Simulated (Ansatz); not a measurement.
Run report: W, geometry relaxation (part 2 of 2)

Continued. System: W (R-3m, 2 atoms in the cell). Method: DFT with r2SCAN, PAW plane waves, no spin polarisation (Ansatz 0.2.0); cutoff 500 eV, 9×9×9 k-mesh, Gaussian smearing of 0.2579 eV. The structure is a generated one, with these elements put on the sites of a known structure type; it need not be a known phase.

Geometry of the input (Å; fractional positions):
```
1.7944  3.1079  0.0000
-1.7944  3.1079  0.0000
-1.7944  1.0360  3.1310
W  0.2380  0.5240  0.7140
W  0.7620  0.4760  0.2860
```

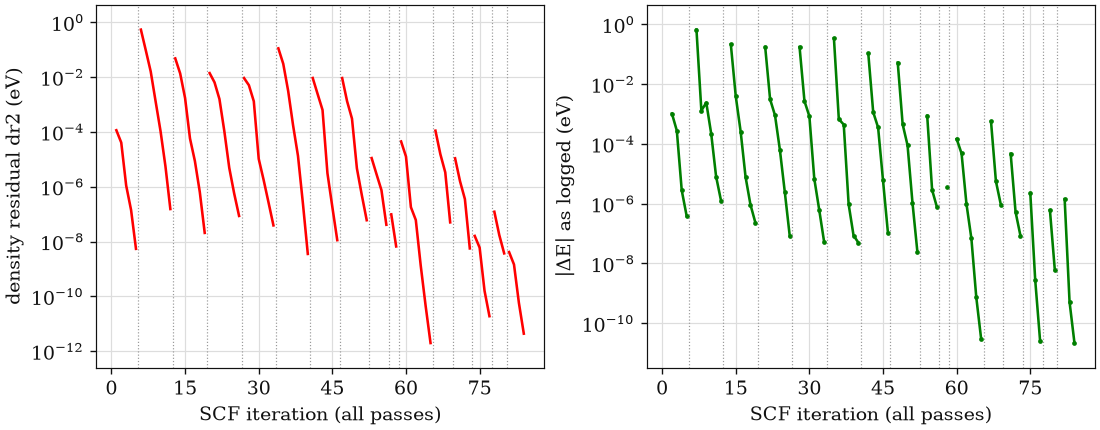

*Convergence of the self-consistent field: density residual dr2 and size of the energy change against the SCF iteration. The dotted lines part the SCF passes of the relaxation: geometry steps, rejected trials and re-solves on a re-selected basis.*

The 16 passes take 2 to 7 iterations each, 84 in all.

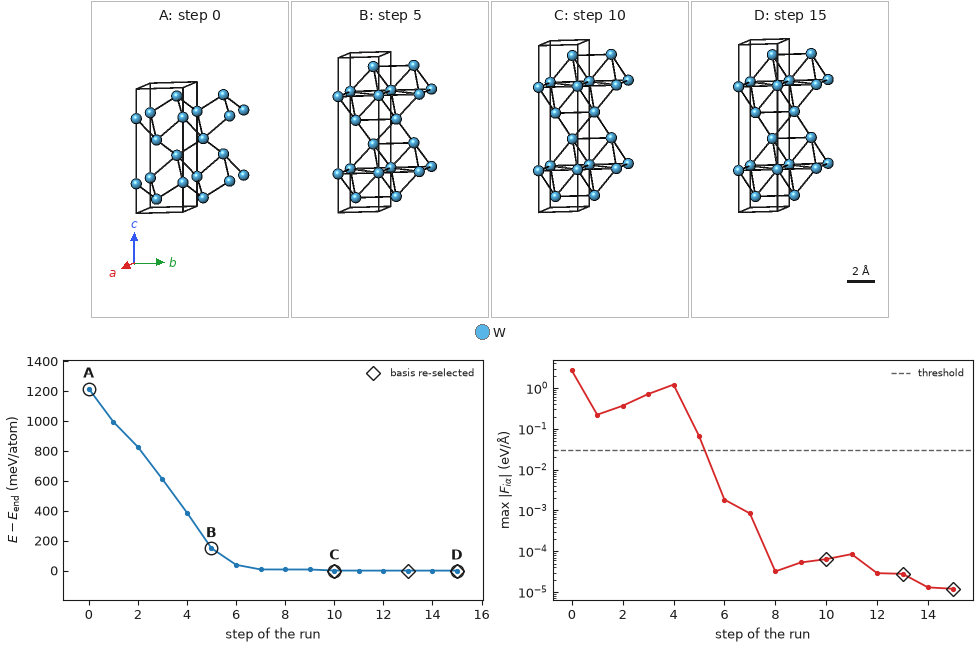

*Frames of the relaxation (ball-and-stick view of the cell 3 times as large as that of the calculation, set on its symmetry axes, repeated 1 × 2 × 1, seen slightly off an axis) above the curves, on which the letters mark them (the first geometry is step 0 here and step 1 in the log).*

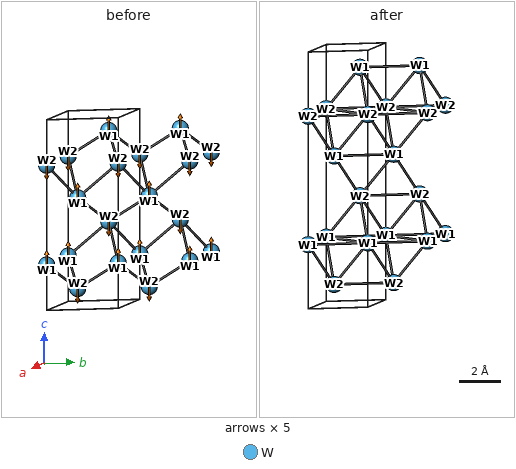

*Before (left) and after (right) the relaxation, at one scale (ball-and-stick view of the cell 3 times as large as that of the calculation, set on its symmetry axes, repeated 1 × 2 × 1, seen slightly off an axis). The orange arrows give the displacements (without the part carried along by the change of the cell), magnified 5 times.*

The largest moves relative to the cell, 0.15 Å, are those of W1 and W2. The volume changes by −6.5 %, with a = b 3.589 → 2.990 Å (−16.7 %), c 9.393 → 12.659 Å (+34.8 %). Among the contacts that change: W1–W1 3.589 → 2.990 Å, W1–W2 2.468 → 2.726 Å. Among the angles that change: W2–W1–W2 93.3° → 66.5°, W2–W1–W2 92.1° → 113.5°, W2–W1–W2 81.9° → 66.5°. The space group stays R-3m (No. 166). Over 12 geometry steps the energy falls by 1217 meV per atom. Largest force component: 2.7 eV/Å at the start, under 0.0001 eV/Å at the end. The pressure goes from 13.15 to 0.00 GPa. 2 further SCFs at an unchanged geometry re-selected the plane-wave basis for the new cell. The energy change given includes the shifts at the re-selections in mid-walk, which come without any move. A last SCF at the same geometry on a re-selected plane-wave basis shifts the energy by +0.0 meV per atom. (Atoms are counted from 1 in the order of the input.)

```
basis re-selected at this cell: Δ(F+E_penalty+E_count) = +7.027e-7 eV, ΔP = -0.000 GPa vs the last step (what re-selecting the basis moved, of the pressure what is left beyond the Pulay correction that the steps carried, after the strain that the cell walked since its last selection, with what the two solves' SCF thresholds leave and, on support functions, any second-order correction that the steps lacked; it is no measure of the basis error at this ecutwfc). This SCF's stress stands 4.67e-4 GPa from its target on what of the cell is left free (relax.cell.stress_tol is 5.00e-2 GPa) and its largest allowed force component is 1.22e-5 eV/Å (relax.f_tol is 3.00e-2 eV/Å): within both
SCF converged after 4 iterations
Free energy (F): -20793.689595 eV
Harris-Foulkes:  -20793.689595 eV  (|F-HF|=7.28e-12)
Internal energy: -20793.650478 eV  (E = F + TS)
E sigma→0 (E₀):  -20793.670037 eV
Entropy (-TS):   -0.039117 eV (-19.559 meV/atom)
Fermi energy:    21.483963 eV
--- Per-component energies (eV) ---
  E_band       = -210.427110
  E_kinetic    = 900.721836
  E_local      = -1259.014592  (includes V_loc(G=0)·N_el)
  E_nonlocal   = 3.138396
  E_hartree    = 451.662865
  E_xc         = -497.474273
  E_vxc        = -519.085419  (∫ρ·V_xc dr)
  E_paw        = -17186.399724  (= ΣΔE_a)
  E_vpaw       = -266.409151  (= ΣTr[D̂ρ^β])
  E_aug_tail   = -0.000105  (compensation charges beyond the density's cutoff)
  E_vtau       = 26.896148  (kinetic-family band-sum trace: ∫τ·v_τ [+ j·A + Jᵃ·Aᵃ] dr)
  E_ewald      = -3205.108984
  E_core_change = -1.175898  (= ΣΔE_core)
  E_smearing   = -0.039117  (= −TS)
  E_closure    = 0.000000  (closes the sum)
  Σ components = -20793.689595   (vs F -20793.689595, Δ=0.00e0)
--- Forces (eV/Å), atoms counted from 1 ---
  atom   1  W      0.00000000     0.00000000    -0.00001221
  atom   2  W     -0.00000000    -0.00000000     0.00001221
  max |Σ_I F_I| component: 7.06e-23 eV/Å
--- Stress (GPa, compression-positive) ---
        0.000119      -0.000000       0.000000
       -0.000000       0.000119      -0.000000
        0.000000      -0.000000       0.000467
  P = ⅓ Tr σ = 0.0002 GPa (0.002 kbar)
--- Band table (eV; the first three rows and the last of 85) ---
  k-point 0: bands = ["-54.2652", "-54.0565", "-18.6261", "-17.6513", "-17.6513", "-17.3116", "-17.3116", "-17.0014", "11.7962", "15.5794", "19.4393", "19.4393", "19.8396", "19.8396", "22.7204", "23.5167", "24.4391", "24.4391"]
  k-point 1: bands = ["-54.2590", "-54.0628", "-18.5809", "-17.6415", "-17.6415", "-17.3222", "-17.3222", "-17.0549", "11.9751", "15.6058", "19.5717", "19.5717", "19.9228", "19.9228", "22.4728", "23.0636", "24.2684", "24.2684"]
  k-point 2: bands = ["-54.2411", "-54.0812", "-18.4497", "-17.6129", "-17.6129", "-17.3527", "-17.3527", "-17.2071", "12.4920", "15.6397", "19.9524", "19.9524", "20.1635", "20.1635", "21.8578", "22.0133", "23.8273", "23.8273"]
  k-point 84: bands = ["-54.1130", "-54.1130", "-18.3000", "-18.2256", "-17.9579", "-17.8176", "-17.4281", "-17.3616", "17.1971", "17.4588", "17.8287", "17.8454", "19.7791", "20.2131", "23.5582", "23.8362", "25.4024", "25.6128"]
--- Relaxed structure (13 steps of the walk, 13 accepted, 3 SCFs on fresh bases) ---
  F+E_penalty+E_count = -20793.68959541 eV   max|allowed force component| = 1.221e-5 eV/Å   (the final SCF, on the basis selected at the relaxed cell)
  cell:  # Å, volume = 32.6668 Å³
    - [1.4949248923748777, 2.589285867092544, 9.648074028226676e-7]
    - [-1.4949248923748777, 2.589285867092544, 9.648074032291664e-7]
    - [-1.4949248923748777, 0.8630937167221505, 4.219657713509598]
  atoms:
    - { symbol: W, position: [0.2500000325216662, 0.4999999349566673, 0.7500000975649989] }
    - { symbol: W, position: [0.7499999674783336, 0.500000065043333, 0.24999990243500064] }
--- Löwdin populations: 2 sites ---
  site symbol       q [e]
     0      W     13.8569
     1      W     13.8569
  spilling = 0.010222 (of n_electrons = 28.000000)
--- Bader charges: 2 sites ---
  site symbol  charge [e]  shift [e]
     0      W      0.0000     0.0000
     1      W      0.0000     0.0000
  estimated error of the sums over rays = 3.6e-4 e
```

### Trajectory as extended XYZ (Å, eV, eV/Å), 16 frames, from step=1 to step=16
```
2
Lattice="1.7944 3.1079 0.0000 -1.7944 3.1079 0.0000 -1.7944 1.0360 3.1310" Properties=species:S:1:pos:R:3:forces:R:3 step=1 energy=-20791.25501 pressure_GPa=13.15
W    -1.7944    3.1079    2.2356    0.0000   0.0000   2.7039
W     0.0000    4.1439    0.8955    0.0000   0.0000  -2.7039
2
Lattice="1.7918 3.1036 0.0000 -1.7918 3.1036 0.0000 -1.7918 1.0345 3.2834" Properties=species:S:1:pos:R:3:forces:R:3 step=2 energy=-20791.69707 pressure_GPa=-3.79
W    -1.7918    3.1036    2.4512    0.0000   0.0000   0.2221
W     0.0000    4.1381    0.8323    0.0000   0.0000  -0.2221
2
Lattice="1.7371 3.0087 0.0000 -1.7371 3.0087 0.0000 -1.7371 1.0029 3.4365" Properties=species:S:1:pos:R:3:forces:R:3 step=3 energy=-20792.03403 pressure_GPa=-3.82
W    -1.7371    3.0087    2.5997    0.0000   0.0000  -0.3673
W     0.0000    4.0117    0.8368    0.0000   0.0000   0.3673
2
Lattice="1.6799 2.9097 0.0000 -1.6799 2.9097 0.0000 -1.6799 0.9699 3.5895" Properties=species:S:1:pos:R:3:forces:R:3 step=4 energy=-20792.46536 pressure_GPa=-2.61
W    -1.6799    2.9097    2.7318    0.0000   0.0000  -0.7109
W     0.0000    3.8796    0.8577    0.0000   0.0000   0.7109
2
Lattice="1.6211 2.8079 0.0000 -1.6211 2.8079 0.0000 -1.6211 0.9360 3.7425" Properties=species:S:1:pos:R:3:forces:R:3 step=5 energy=-20792.91284 pressure_GPa=0.33
W    -1.6211    2.8079    2.8585    0.0000   0.0000  -1.2156
W     0.0000    3.7438    0.8839    0.0000   0.0000   1.2156
2
Lattice="1.5593 2.7008 0.0000 -1.5593 2.7008 0.0000 -1.5593 0.9003 3.8952" Properties=species:S:1:pos:R:3:forces:R:3 step=6 energy=-20793.39033 pressure_GPa=4.16
W    -1.5593    2.7008    2.9237    0.0000   0.0000  -0.0675
W     0.0000    3.6011    0.9715    0.0000   0.0000   0.0675
2
Lattice="1.5154 2.6248 0.0000 -1.5154 2.6248 0.0000 -1.5154 0.8749 4.0475" Properties=species:S:1:pos:R:3:forces:R:3 step=7 energy=-20793.61167 pressure_GPa=6.21
W    -1.5154    2.6248    3.0357    0.0000   0.0000  -0.0018
W     0.0000    3.4997    1.0118    0.0000   0.0000   0.0018
2
Lattice="1.5004 2.5988 0.0000 -1.5004 2.5988 0.0000 -1.5004 0.8663 4.1999" Properties=species:S:1:pos:R:3:forces:R:3 step=8 energy=-20793.67410 pressure_GPa=-1.21
W    -1.5004    2.5988    3.1499    0.0000   0.0000   0.0008
W     0.0000    3.4651    1.0500    0.0000   0.0000  -0.0008
2
Lattice="1.4974 2.5935 0.0000 -1.4974 2.5935 0.0000 -1.4974 0.8645 4.1980" Properties=species:S:1:pos:R:3:forces:R:3 step=9 energy=-20793.67473 pressure_GPa=0.08
W    -1.4974    2.5935    3.1485    0.0000   0.0000   0.0000
W     0.0000    3.4581    1.0495    0.0000   0.0000   0.0000
2
Lattice="1.4976 2.5939 0.0000 -1.4976 2.5939 0.0000 -1.4976 0.8646 4.1980" Properties=species:S:1:pos:R:3:forces:R:3 step=10 energy=-20793.67473 pressure_GPa=-0.00
W    -1.4976    2.5939    3.1485    0.0000   0.0000  -0.0001
W     0.0000    3.4585    1.0495    0.0000   0.0000   0.0001
2
Lattice="1.4976 2.5939 0.0000 -1.4976 2.5939 0.0000 -1.4976 0.8646 4.1980" Properties=species:S:1:pos:R:3:forces:R:3 step=11 energy=-20793.68855 pressure_GPa=0.66
W    -1.4976    2.5939    3.1485    0.0000   0.0000  -0.0001
W     0.0000    3.4585    1.0495    0.0000   0.0000   0.0001
2
Lattice="1.4956 2.5905 0.0000 -1.4956 2.5905 0.0000 -1.4956 0.8635 4.2144" Properties=species:S:1:pos:R:3:forces:R:3 step=12 energy=-20793.68952 pressure_GPa=0.13
W    -1.4956    2.5905    3.1608    0.0000   0.0000  -0.0001
W     0.0000    3.4541    1.0536    0.0000   0.0000   0.0001
2
Lattice="1.4950 2.5894 0.0000 -1.4950 2.5894 0.0000 -1.4950 0.8631 4.2191" Properties=species:S:1:pos:R:3:forces:R:3 step=13 energy=-20793.68958 pressure_GPa=0.02
W    -1.4950    2.5894    3.1643    0.0000   0.0000   0.0000
W     0.0000    3.4525    1.0548    0.0000   0.0000   0.0000
2
Lattice="1.4950 2.5894 0.0000 -1.4950 2.5894 0.0000 -1.4950 0.8631 4.2191" Properties=species:S:1:pos:R:3:forces:R:3 step=14 energy=-20793.68960 pressure_GPa=0.02
W    -1.4950    2.5894    3.1643    0.0000   0.0000   0.0000
W     0.0000    3.4525    1.0548    0.0000   0.0000   0.0000
2
Lattice="1.4949 2.5893 0.0000 -1.4949 2.5893 0.0000 -1.4949 0.8631 4.2197" Properties=species:S:1:pos:R:3:forces:R:3 step=15 energy=-20793.68960 pressure_GPa=0.00
W    -1.4949    2.5893    3.1647    0.0000   0.0000   0.0000
W     0.0000    3.4524    1.0549    0.0000   0.0000   0.0000
2
Lattice="1.4949 2.5893 0.0000 -1.4949 2.5893 0.0000 -1.4949 0.8631 4.2197" Properties=species:S:1:pos:R:3:forces:R:3 step=16 energy=-20793.68959 pressure_GPa=0.00
W    -1.4949    2.5893    3.1647    0.0000   0.0000   0.0000
W     0.0000    3.4524    1.0549    0.0000   0.0000   0.0000
```

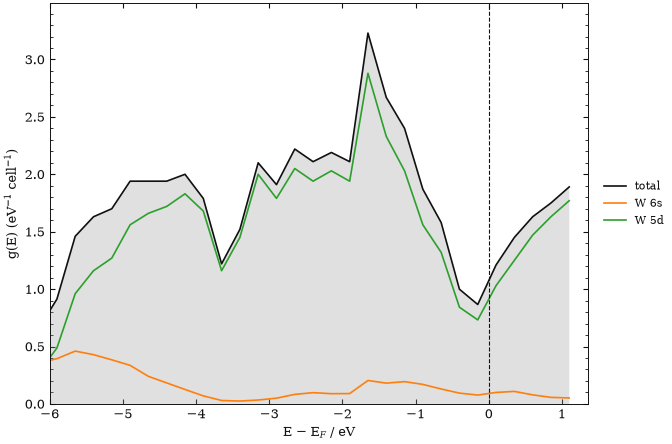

*Density of states (projected on Löwdin-orthogonalised atomic shells), with energies from the Fermi level.*

There are states at the Fermi level: a metal at this level of theory. The curves stop near 1.1 eV above the Fermi level, where the computed bands end.

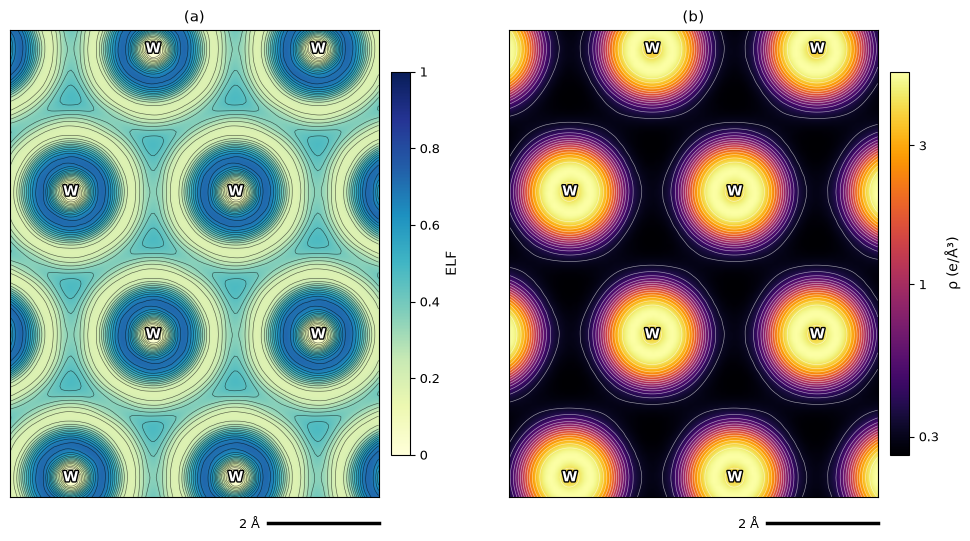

*(a) ELF; (b) valence charge density (pseudo) on the (001) plane of the calculation cell.*

The plane passes through W nuclei. W–W (2.99 Å): the density is about 0.29 e/Å³ at the midpoint; the ELF is about 0.35 at the midpoint, as expected for metallic bonding. Away from the nuclei the density in this plane falls to 0.26 e/Å³ at its lowest. The strong features right at W lie inside the PAW spheres (semicore, d or f shells) and say nothing about bonding. Core electrons are frozen (PAW), so the fields are smoothed inside the atomic spheres.

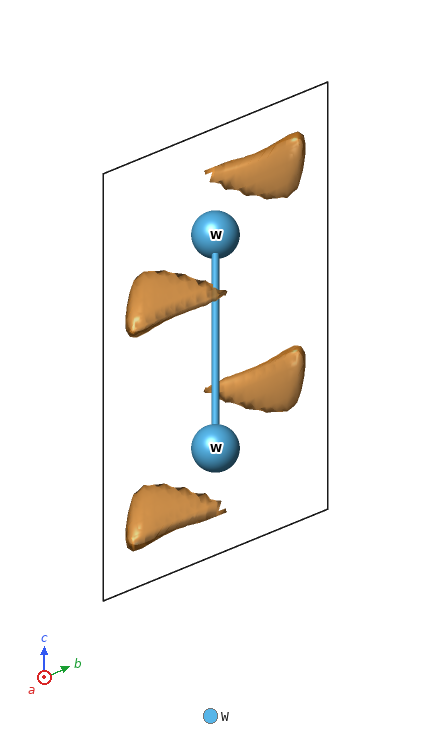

*Isosurface of the ELF at 0.5 (orange), seen along the a axis. Only the valence region is drawn (cores and ρ < 0.01 e/Å³ removed). Sticks mark near contacts. The outline is the calculation cell.*

Along the contacts the grid gives the following. W–W (2.73 Å): the ELF is about 0.40 at the midpoint (metallic bonding.

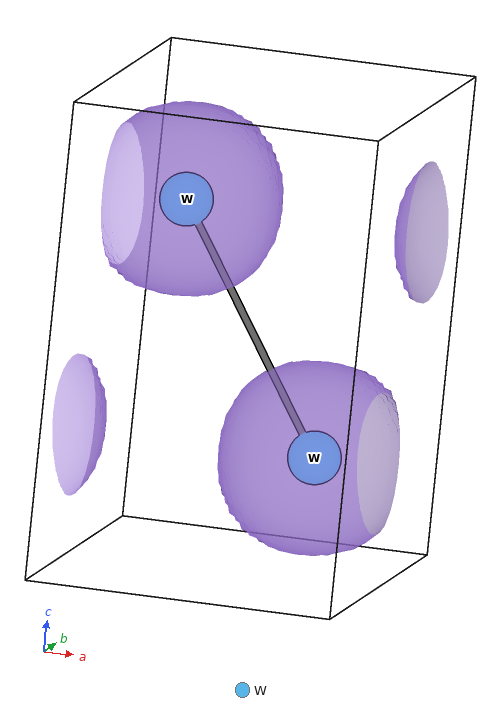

*Isosurface of the valence electron density at 1 e/Å³ (purple), seen slightly off an axis. Sticks mark near contacts. The outline is the calculation cell.*

At this value the density breaks into separate islands; it holds about 65 % of the electrons treated as valence (semicore included). It is pinched off along the W–W (2.73 Å) and W–W (2.99 Å) contacts. On the grid the lowest density along these lines, outside the cores, is 0.43 e/Å³ (W–W, 2.73 Å) and 0.29 e/Å³ (W–W, 2.99 Å).

### Key numbers

```json
{"quantity": "outcome", "value": "converged"}
{"quantity": "space group (tolerance 0.01 Å)", "value": "R-3m (166)"}
{"quantity": "electrons treated", "value": "28"}
{"quantity": "free energy", "value": "−20793.6896 eV"}
{"quantity": "Fermi energy", "value": "21.484 eV"}
{"quantity": "pressure", "value": "0.00 GPa"}
{"quantity": "final volume", "value": "32.67 Å³"}
{"quantity": "electronic character", "value": "metal"}
{"quantity": "largest force (length of the vector) at the end", "value": "under 0.001 eV/Å"}
{"quantity": "final cell", "value": "a = 2.990 Å, b = 2.990 Å, c = 4.559 Å, α = 70.86°, β = 90.00°, γ = 60.00°"}
{"quantity": "wall time", "value": "78 s (CPU time 2.6 min)"}
{"quantity": "peak memory", "value": "0.44 GiB"}
```

Warnings of the run: the structure was made exactly symmetric. Spin–orbit coupling is left out, which matters for W.
